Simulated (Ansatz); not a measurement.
Cell and atoms:

```xyz
5
Lattice="3.9094 -0.0013 -0.0008 -0.0013 3.9110 0.0009 -0.0007 0.0008 3.9071" Properties=species:S:1:pos:R:3 pbc="T T T"
Sr    1.9537    1.9552    1.9536
O     1.9228    0.0353    0.0218
Ti    0.0062    3.9026    3.9020
O     3.8772    0.0353    1.9752
O     3.8775    1.9908    0.0216
```

### Give a crystallographic description of this input.

It has the composition SrTiO3. Strictly the space group is Cm (No. 8, within 0.01 Å). It is a distorted form of a primitive cubic structure, space group Pm-3m (No. 221) within 0.25 Å: cubic perovskite. Content of the cell: 1 Sr, 1 Ti, 3 O (Z = 1). Each Sr atom is coordinated by twelve O in a cuboctahedral arrangement at 2.72 to 2.81 Å. O bonds to four Sr and two Ti in a distorted octahedral arrangement (2.72 to 2.81 Å to Sr, 1.91 to 2.00 Å to Ti). Each Ti atom is coordinated by six O in an octahedral arrangement at 1.91 to 2.00 Å. The bonds build a three-dimensional framework.

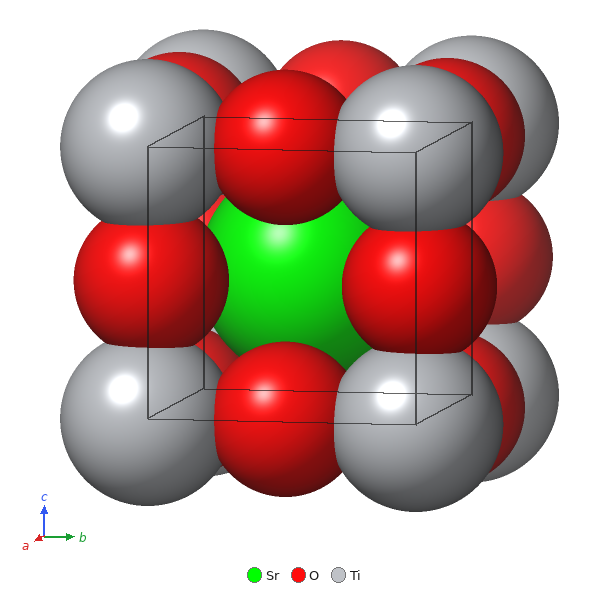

Crystal structure, space-filling style, seen slightly off an axis. The lines enclose the unit cell; boundary atoms appear with their images. Colours: strontium green, titanium light grey, oxygen red.

The structure was taken from a known structure type with the cell strained and the atoms shaken on purpose. It is drawn as it came out of a relaxation with Ansatz, DFT, PAW plane waves, r2SCAN.
